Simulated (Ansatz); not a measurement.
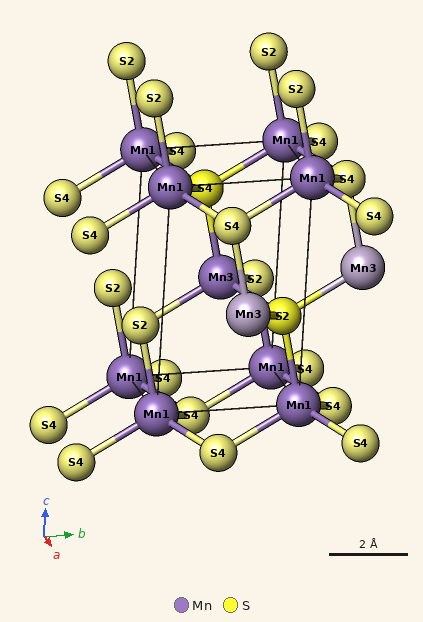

*The structure (ball-and-stick view of the reduced cell, seen slightly off an axis; neighbours outside the cell are drawn fainter; atoms are numbered from 1 in the order of the input).*

**Run report: MnS, single-point calculation**

The run: single-point calculation of MnS (F-43m, 4 atoms in the cell). Method and program: DFT r2SCAN+U, scalar-relativistic, plane waves, PAW, Ueff = 2 eV on Mn atom 1 d; Ueff = 2 eV on Mn atom 3 d, spin-polarised (Ansatz 0.2.0).

The structure derives from an entry of the Crystallography Open Database. It belongs to a series of runs on one base structure; here: from atoms, symmetry kept, no search. Figures and captions count atoms from 1; the log counts them from 0 in places.

## What the program printed
```
Mn: projections on atomic orbitals take those of the free atom [Ne] 3s2 3p6 3d5 4s2, of charge +0.00 (hamiltonian.pseudopotentials.projection_atoms); the dataset's partial waves leave at most 9.0e-7 of an orbital's norm unspanned inside its sphere
S: projections on atomic orbitals take those of the free atom [Ne] 3s2 3p4, of charge +0.00 (hamiltonian.pseudopotentials.projection_atoms); the dataset's partial waves leave at most 1.6e-7 of an orbital's norm unspanned inside its sphere
Engine: ansatz 0.2.0, aarch64-unknown-linux-gnu
Pseudopotentials: kind: paw
Pseudopotential: Mn, paw, valence charge 15, recommended cutoff 500 eV (meta_gga), Mn.paw.azcp
Pseudopotential: S, paw, valence charge 6, recommended cutoff 500 eV (meta_gga), S.paw.azcp
Functional definition: r2SCAN
  parameter k0 = 0.174
  parameter k1 = 0.065
  parameter a1 = 4.9479
  exchange = r2scan_x(k0 = k0, k1 = k1, a1 = a1)
  correlation = r2scan_c
Crystal: 4 atoms, lattice volume = 87.808 Å³
Basis set: ecut = 500 eV, 2243 PW (Γ), exchange–correlation on 120×120×240 points (64 copies of the dense FFT grid, shifted against one another)
Bands: 32, of which v1, the nominal top of the filled ones, is band 21 counted from 1 (20 counted from 0)
Symmetry: 6 space group operations
Space group: R3m (ITA 160), of the structure as read, at distance tolerance 4.4e-5 Å
Magnetic group: BNS 160.68 (UNI 1298), of the structure as read, at distance tolerance 4.4e-5 Å
k-points: 32 of 216 (time reversal used)
Non-local potential: Mn, projectors of the file, l = 0: 3, l = 1: 2, l = 2: 3, l = 3: 1
Non-local potential: S, projectors of the file, l = 0: 2, l = 1: 2, l = 2: 2
PAW form: soft (Blöchl's): semilocal exchange-correlation on the pseudo side does not see the compensation charge
PAW frozen core: Mn, regenerated for the run's functional (the file was generated under x = pbe(κ = 0.804, μ = 0.2195149727645171), c = pbe(β = 0.06672455060314922))
PAW frozen core: S, regenerated for the run's functional (the file was generated under x = pbe(κ = 0.804, μ = 0.2195149727645171), c = pbe(β = 0.06672455060314922))
PAW one-centre angular grid: Mn, 590 points (default); XC on 160 Gauss nodes
PAW one-centre angular grid: S, 302 points (default); XC on 160 Gauss nodes
Initial density: superposition of atomic densities (chi_scale 0.1, normalization cell, long waves kept (reshape's long-wave potential 0.00 eV rms))
Starting moments: Σ|m| = 10 μB on 2 of 4 sites
Starting magnetic order: antiferromagnet; a translation exchanges its spin sublattices: spin-degenerate at every k-point
Initial wavefunctions: pseudopotential atomic-orbital guess
Functional: x = r2scan, c = r2scan; τ floored in thin density (d = 2e-4 eV/Å³)
SCF iter   1: F=-9620.940446 eV  HF=-9624.040701 eV  |F-HF|=3.10e0  |Δ(HF+E_count)|=         —  Δρ=3.93e-2 (↑3.93e-2 ↓3.93e-2)  dr2=4.43e0  dr2_τ=1.52e-2  dr2_m=6.38e-2  M=0.000 μB ∫|m|=9.549 μB  β_m=0.30  ethr=3.10e-3  ⟨swp⟩=5.6  Hψ=4310  notcnv=0  defer=1
preconditioner: auto → Resta (q_TF=auto, 2.413 Å⁻¹)  ε∞=4.8  [insulator: Δε(μ)=2.039 eV  Ē_g=10.392 eV  σ=0.050 eV  W_gap=1.00  n_scr=22 (ndim 8)  ℏωp=20.2 eV  f_vac=0.000  D(μ)=0.00/eV (n_scr^D=0)  ε∞_Penn≈4.8]
spin=Collinear: Resta preconditioning applied to the charge; magnetization (m = ρ↑ − ρ↓) channel mixes plain (no charge-response kernel on spin).
SCF iter   2: F=-9622.866478 eV  HF=-9623.272088 eV  |F-HF|=4.06e-1  |Δ(HF+E_count)|=   7.69e-1  Δρ=1.81e-2 (↑1.81e-2 ↓1.81e-2)  dr2=1.13e0  dr2_τ=1.71e-2  dr2_m=1.39e-2  M=0.000 μB ∫|m|=9.628 μB  β_m=0.30  ethr=3.10e-3  ⟨swp⟩=2.4  Hψ=1979  notcnv=0  defer=156
Mixer restart at iter 2: flushing history
spin-set hold released at iteration 2 (the charge has settled, or the pull on large starting moments outlasts its swing): the magnetisation degrees of freedom join the quasi-Newton model from the next iteration; the mixer history was flushed
SCF iter   3: F=-9623.134885 eV  HF=-9623.235020 eV  |F-HF|=1.00e-1  |Δ(HF+E_count)|=   3.71e-2  Δρ=1.12e-2 (↑1.12e-2 ↓1.12e-2)  dr2=4.80e-1  dr2_τ=4.64e-3  dr2_m=1.00e-2  M=0.000 μB ∫|m|=9.635 μB  β_m=0.30  ethr=2.69e-3  ⟨swp⟩=2.0  Hψ=1599  notcnv=0  defer=151  κ⁻¹=1.0e0(r=1)
SCF iter   4: F=-9623.237376 eV  HF=-9623.240533 eV  |F-HF|=3.16e-3  |Δ(HF+E_count)|=   5.51e-3  Δρ=5.93e-3 (↑5.93e-3 ↓5.93e-3)  dr2=9.35e-2  dr2_τ=7.71e-4  dr2_m=8.65e-3  M=0.000 μB ∫|m|=9.642 μB  β_m=0.30  ethr=1.14e-3  ⟨swp⟩=2.8  Hψ=1658  notcnv=0  defer=151  κ⁻¹=1.5e-2(r=2)
SCF iter   5: F=-9623.253420 eV  HF=-9623.253732 eV  |F-HF|=3.12e-4  |Δ(HF+E_count)|=   1.32e-2  Δρ=1.26e-3 (↑1.26e-3 ↓1.26e-3)  dr2=4.40e-3  dr2_τ=8.83e-5  dr2_m=4.19e-5  M=0.000 μB ∫|m|=9.649 μB  β_m=0.30  ethr=2.23e-4  ⟨swp⟩=2.4  Hψ=1986  notcnv=0  defer=140  κ⁻¹=5.4e-4(r=3)
SCF iter   6: F=-9623.254504 eV  HF=-9623.254012 eV  |F-HF|=4.92e-4  |Δ(HF+E_count)|=   2.80e-4  Δρ=1.04e-3 (↑1.04e-3 ↓1.04e-3)  dr2=2.47e-3  dr2_τ=3.59e-5  dr2_m=3.90e-5  M=0.000 μB ∫|m|=9.653 μB  β_m=0.30  ethr=1.05e-5  ⟨swp⟩=2.0  Hψ=1556  notcnv=0  defer=140  κ⁻¹=4.6e-4(r=4)
SCF iter   7: F=-9623.254707 eV  HF=-9623.254542 eV  |F-HF|=1.66e-4  |Δ(HF+E_count)|=   5.29e-4  Δρ=2.86e-4 (↑2.86e-4 ↓2.86e-4)  dr2=1.11e-4  dr2_τ=1.56e-6  dr2_m=3.17e-5  M=0.000 μB ∫|m|=9.657 μB  β_m=0.30  ethr=5.87e-6  ⟨swp⟩=2.0  Hψ=1577  notcnv=0  defer=140  κ⁻¹=6.9e-5(r=5)
SCF iter   8: F=-9623.254730 eV  HF=-9623.254626 eV  |F-HF|=1.04e-4  |Δ(HF+E_count)|=   8.41e-5  Δρ=2.67e-4 (↑2.67e-4 ↓2.67e-4)  dr2=6.86e-5  dr2_τ=1.06e-6  dr2_m=2.46e-5  M=0.000 μB ∫|m|=9.657 μB  β_m=0.30  ethr=2.65e-7  ⟨swp⟩=2.7  Hψ=1581  notcnv=0  defer=140  κ⁻¹=2.3e-5(r=6)
SCF iter   9: F=-9623.254735 eV  HF=-9623.254742 eV  |F-HF|=6.86e-6  |Δ(HF+E_count)|=   1.16e-4  Δρ=3.93e-5 (↑3.93e-5 ↓3.93e-5)  dr2=3.34e-6  dr2_τ=8.35e-8  dr2_m=2.19e-7  M=0.000 μB ∫|m|=9.656 μB  β_m=0.30  ethr=1.63e-7  ⟨swp⟩=2.0  Hψ=1574  notcnv=0  defer=140  κ⁻¹=7.9e-7(r=7)
SCF iter  10: F=-9623.254737 eV  HF=-9623.254738 eV  |F-HF|=1.39e-6  |Δ(HF+E_count)|=   4.19e-6  Δρ=2.68e-5 (↑2.68e-5 ↓2.68e-5)  dr2=8.81e-7  dr2_τ=2.46e-8  dr2_m=2.12e-7  M=0.000 μB ∫|m|=9.656 μB  β_m=0.30  ethr=7.95e-9  ⟨swp⟩=2.1  Hψ=1222  notcnv=0  defer=140  κ⁻¹=4.4e-7(r=8)
SCF iter  11: F=-9623.254737 eV  HF=-9623.254737 eV  |F-HF|=1.38e-7  |Δ(HF+E_count)|=   6.46e-7  Δρ=1.23e-5 (↑1.23e-5 ↓1.23e-5)  dr2=2.84e-7  dr2_τ=1.36e-9  dr2_m=3.20e-8  M=0.000 μB ∫|m|=9.656 μB  β_m=0.30  ethr=2.10e-9  ⟨swp⟩=2.0  Hψ=1556  notcnv=0  defer=140  κ⁻¹=3.3e-8(r=8)
SCF iter  12: F=-9623.254738 eV  HF=-9623.254738 eV  |F-HF|=2.09e-8  |Δ(HF+E_count)|=   1.80e-7  Δρ=6.41e-6 (↑6.41e-6 ↓6.41e-6)  dr2=8.53e-8  dr2_τ=6.65e-10  dr2_m=8.07e-9  M=0.000 μB ∫|m|=9.656 μB  β_m=0.30  ethr=2.38e-10  ⟨swp⟩=9.8  Hψ=5168  notcnv=0  κ⁻¹=5.1e-8(r=8)
SCF iter  13: F=-9623.254738 eV  HF=-9623.254738 eV  |F-HF|=2.55e-9  |Δ(HF+E_count)|=   1.06e-9  Δρ=1.32e-6 (↑1.32e-6 ↓1.32e-6)  dr2=5.87e-9  dr2_τ=4.38e-11  dr2_m=1.83e-10  M=0.000 μB ∫|m|=9.656 μB  ethr=2.03e-10  ⟨swp⟩=4.9  Hψ=3724  notcnv=0
SCF 1 converged in 13 iterations: F = -9623.254738 eV  dr2 = 5.87e-9
  greatest PAW one-centre occupation: 1.005 electrons in one spin orbital (limit 2), on the Mn atom at site 2 (counted from 0), in its partial waves of l = 1
```

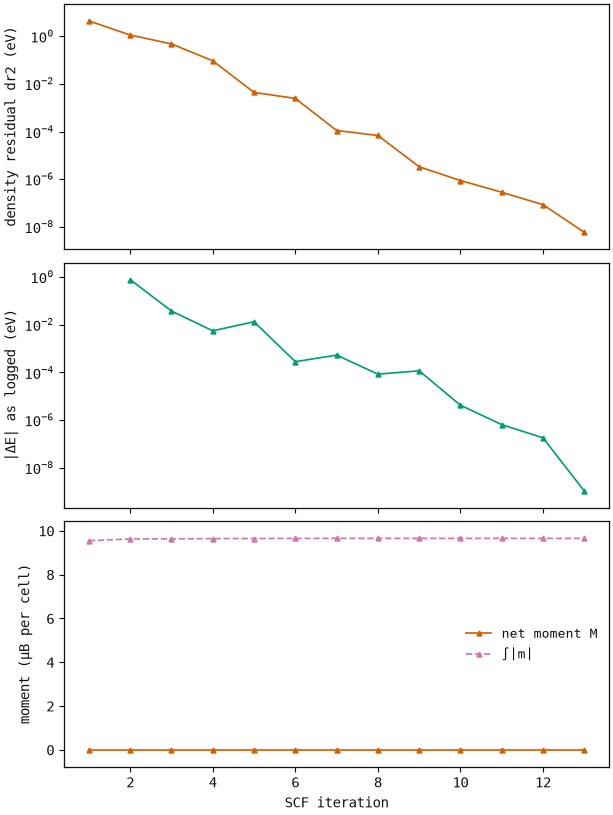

*Convergence of the self-consistent field: density residual dr2, size of the energy change and magnetic moment against the SCF iteration.*

The residual falls at every step. The net moment stays at 0.0 μB per cell.

```
this state was not tested for a lower state beside it, because the mixer in use, unlike msr1, does not test its closes by its own steps (another_mixer; see scf.mixing.algorithm and scf.lower_state_search)
SCF converged after 13 iterations
Magnetization: 0.0000 μB (21.0000 up, 21.0000 down)
Absolute magnetization: 9.6571 μB (∫|ρ↑−ρ↓|, with the PAW one-centre terms)
Spin contamination: 4.9440 ħ² per cell (⟨S²⟩ above its minimum at these occupations)
Per-site moments (μB) at R_I (Å): [(4.307982406952592, 1.0002593413710263), (-0.03364482645720035, 1.0002593413710266), (-4.3079824069525925, 1.0002593413710266), (0.033644826457199836, 1.0002593413710263)]
Free energy (F): -9623.254738 eV
Harris-Foulkes:  -9623.254738 eV  (|F-HF|=2.55e-9)
Internal energy: -9623.254738 eV  (E = F + TS)
E sigma→0 (E₀):  -9623.254738 eV
Fermi energy:    7.752337 eV
--- Per-component energies (eV) ---
  E_band       = -769.447166
  E_kinetic    = 809.731536
  E_local      = -5595.209713  (includes V_loc(G=0)·N_el)
  E_nonlocal   = 565.175234
  E_hartree    = 2297.153147
  E_xc         = -397.631673
  E_vxc        = -503.909973  (∫ρ·V_xc dr)
  E_hubbard    = 0.661502  (on-site DFT+U / exact-exchange correction)
  E_vhub       = -9.232398  (the Hubbard potential's part of the band-sum identity)
  E_paw        = -3854.154815  (= ΣΔE_a)
  E_vpaw       = -660.894989  (= ΣTr[D̂ρ^β])
  E_aug_tail   = -0.000007  (compensation charges beyond the density's cutoff)
  E_vtau       = 30.582510  (kinetic-family band-sum trace: ∫τ·v_τ [+ j·A + Jᵃ·Aᵃ] dr)
  E_ewald      = -3448.194329
  E_core_change = -0.785620  (= ΣΔE_core)
  E_smearing   = -0.000000  (= −TS)
  E_closure    = -0.000000  (closes the sum)
  Σ components = -9623.254738   (vs F -9623.254738, Δ=0.00e0)
--- Forces (eV/Å), atoms counted from 1 ---
  atom   1  Mn     0.08130838     0.08130838    -0.08130838
  atom   2  S     -0.08129503    -0.08129503     0.08129503
  atom   3  Mn     0.08130838     0.08130838    -0.08130838
  atom   4  S     -0.08129503    -0.08129503     0.08129503
  max |Σ_I F_I| component: 2.67e-5 eV/Å
--- Stress (GPa, compression-positive) ---
        1.639600      -0.686014       0.686014
       -0.686014       1.639600       0.686014
        0.686014       0.686014       1.639600
  P = ⅓ Tr σ = 1.6396 GPa (16.396 kbar)
--- Band table (eV; the first three rows and the last of 64) ---
  k-point 0 ↑: bands = ["-78.3882", "-72.1176", "-45.8730", "-45.8730", "-45.8591", "-39.6296", "-39.6167", "-39.6167", "-6.9703", "-6.2788", "1.4910", "1.4910", "1.6235", "2.0235", "2.4993", "2.4993", "4.3171", "4.3171", "5.7087", "6.4764", "6.4764", "9.1061", "10.0250", "10.0250", "10.6981", "11.4167", "11.4167", "11.7613", "13.9176", "13.9176", "14.0622", "14.8090"]
  k-point 1 ↑: bands = ["-78.3882", "-72.1176", "-45.8730", "-45.8730", "-45.8591", "-39.6295", "-39.6166", "-39.6166", "-6.9305", "-6.3284", "1.4913", "1.4913", "1.5224", "2.2126", "2.5037", "2.5037", "4.3076", "4.3076", "5.5391", "6.4747", "6.4747", "9.3509", "10.0362", "10.0362", "10.6963", "11.3993", "11.3993", "11.6911", "13.9770", "13.9770", "14.0005", "14.8959"]
  k-point 2 ↑: bands = ["-78.3882", "-72.1176", "-45.8730", "-45.8730", "-45.8591", "-39.6296", "-39.6166", "-39.6166", "-6.8218", "-6.4566", "1.4136", "1.4918", "1.4918", "2.5125", "2.5125", "2.5179", "4.2888", "4.2888", "5.2098", "6.4714", "6.4714", "9.8787", "10.0577", "10.0577", "10.6696", "11.3692", "11.3692", "11.5312", "13.9155", "14.0814", "14.0814", "14.4725"]
  k-point 31 ↓: bands = ["-78.3881", "-72.1175", "-45.8750", "-45.8745", "-45.8589", "-39.6291", "-39.6202", "-39.6191", "-6.2022", "-6.0405", "1.5776", "1.8573", "2.1175", "2.2052", "2.4675", "2.6157", "2.8803", "3.5664", "4.1852", "4.6322", "4.8029", "9.1574", "9.6907", "10.1259", "10.3140", "10.8480", "12.6940", "12.9765", "13.4437", "14.2117", "15.2302", "15.4592"]
Occupation matrices written to [file]
--- Löwdin populations: 4 sites ---
  site symbol       q [e]    m [muB]
     0     Mn     13.8485     4.6829
     1      S      7.0080    -0.0857
     2     Mn     13.8485    -4.6829
     3      S      7.0080     0.0857
  spilling = 0.006834 (of n_electrons = 42.000000)
--- Occupation matrices: 2 shells (run DFT+U table (all-electron-ortho-atomic); ε = 1.20e-3) ---
  Mn0 d_3D: site group Td (-43m); on the run's cell C3v (3m)
  Mn0 d_3D up     Tr n = 4.9615  λ = 0.988 0.991 0.991 0.996 0.996  [xz 0.33 (T2 1.00) T2(1.00)/A1(1.00) | 2× xz 0.33 (T2 1.00) T2(1.00)/E(1.00) | 2× z2 0.50 (E 1.00) E(1.00)/E(1.00)]
  Mn0 d_3D dn     Tr n = 0.3162  λ = 0.031 0.031 0.081 0.081 0.092  [2× z2 0.50 (E 1.00) E(1.00)/E(1.00) | 2× xz 0.33 (T2 1.00) T2(1.00)/E(1.00) | xz 0.33 (T2 1.00) T2(1.00)/A1(1.00)]
  Mn2 d_3D: site group Td (-43m); on the run's cell C3v (3m)
  Mn2 d_3D up     Tr n = 0.3162  λ = 0.031 0.031 0.081 0.081 0.092  [2× z2 0.50 (E 1.00) E(1.00)/E(1.00) | 2× xz 0.33 (T2 1.00) T2(1.00)/E(1.00) | xz 0.33 (T2 1.00) T2(1.00)/A1(1.00)]
  Mn2 d_3D dn     Tr n = 4.9615  λ = 0.988 0.991 0.991 0.996 0.996  [xz 0.33 (T2 1.00) T2(1.00)/A1(1.00) | 2× xz 0.33 (T2 1.00) T2(1.00)/E(1.00) | 2× z2 0.50 (E 1.00) E(1.00)/E(1.00)]
  Tr n, λ and their labels are of the run-group-symmetrised matrices; stabiliser: 12 of 24 elements of G0×{1,Θ} (closed), max defect 3.6e-15 at τ = 2.6e-4
```

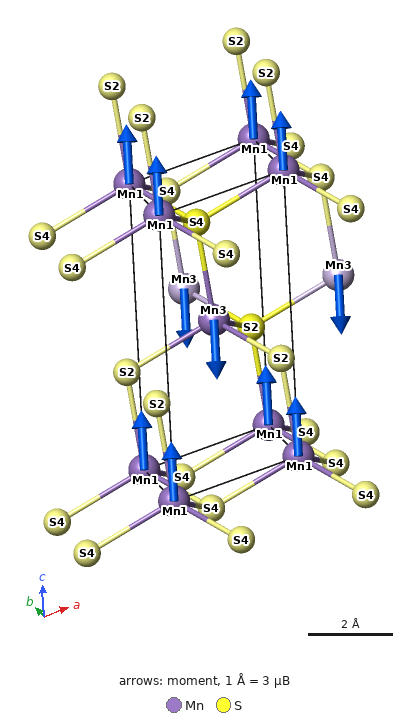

*Magnetic moments of the sites as blue arrows (ball-and-stick view of the reduced cell, seen slightly off an axis; neighbours outside the cell are drawn fainter; atoms are numbered from 1 in the order of the input); small moments hardly show. The run is collinear, so the axis drawn is arbitrary.*

Site moments: Mn3 (−4.31 μB); Mn1 (4.31 μB). They are counted near the atoms and needn't add up to the moment of the cell.

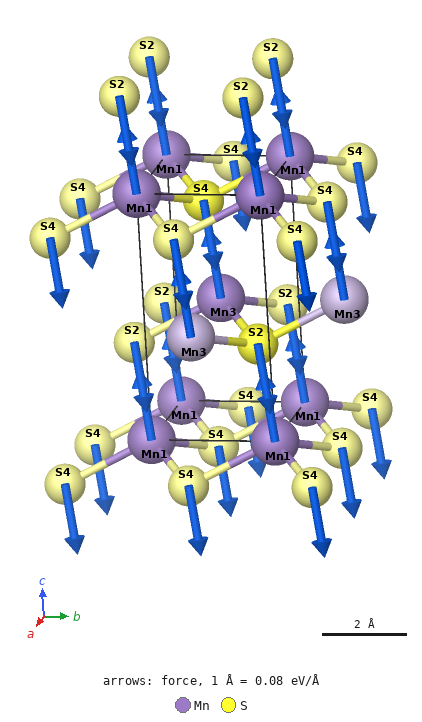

*Forces on the atoms as blue arrows (ball-and-stick view of the reduced cell, seen slightly off an axis; neighbours outside the cell are drawn fainter; atoms are numbered from 1 in the order of the input).*

The largest act on Mn1, Mn3 (0.14 eV/Å); S2, S4 (0.14 eV/Å). The geometry is not a stationary point of this energy.

This output came from the following input.

## Input
```yaml
crystal:
  lattice:
    - [0.0, 2.8, 2.8]
    - [2.8, 0.0, 2.8]
    - [5.6, 5.6, 0.0]
  atoms:
    - { symbol: Mn, position: [0.0, 0.0, 0.0], spin: 5.0 }
    - { symbol: S, position: [0.75, 0.75, 0.375] }
    - { symbol: Mn, position: [0.0, 0.0, 0.5], spin: -5.0 }
    - { symbol: S, position: [0.75, 0.75, 0.875] }
basis:
  ecutwfc: 500
  ecutrho_ratio: 4
kpoints:
  mp_grid: { grid: [6, 6, 6] }
hamiltonian:
  xc: r2scan
  hubbard:
    sites: [{ site: 0, l: d, u_eff: 2.0 }, { site: 2, l: d, u_eff: 2.0 }]
scf:
  occupations: { method: gaussian, width: 0.05 }
  lower_state_search: "off"
  max_iter: 150
output:
  forces: true
  stress: true
  eigenvalues: true
  populations: true
  hubbard: { sites: [{ site: 0, l: d }, { site: 2, l: d }] }
magnetization:
  spin_polarized: true
```

Run as:
```bash
ansatz run input.yaml --threads 4 --pin off --max-ram 6144MiB --backend cpu --events-out ev --progress --plain --runs-dir out
```

## Key numbers

| quantity | value |
| --- | --- |
| outcome | converged |
| space group (tolerance 0.01 Å) | F-43m (216) |
| electrons treated | 42 |
| free energy | −9623.2547 eV |
| Fermi energy | 7.752 eV |
| gap on the k-point mesh | 2.55 eV |
| net moment of the cell | 0.00 μB |
| integrated absolute moment | 9.66 μB |
| pressure | 1.64 GPa |
| largest force (length of the vector) | 0.141 eV/Å |
| hardware | 4 threads of Arm Neoverse N1, 24 GiB of memory available, shared host |
| wall time | 19 s (CPU time 73 s) |
| peak memory | 0.72 GiB |

Warnings of the run: the state was not tested for a lower one.
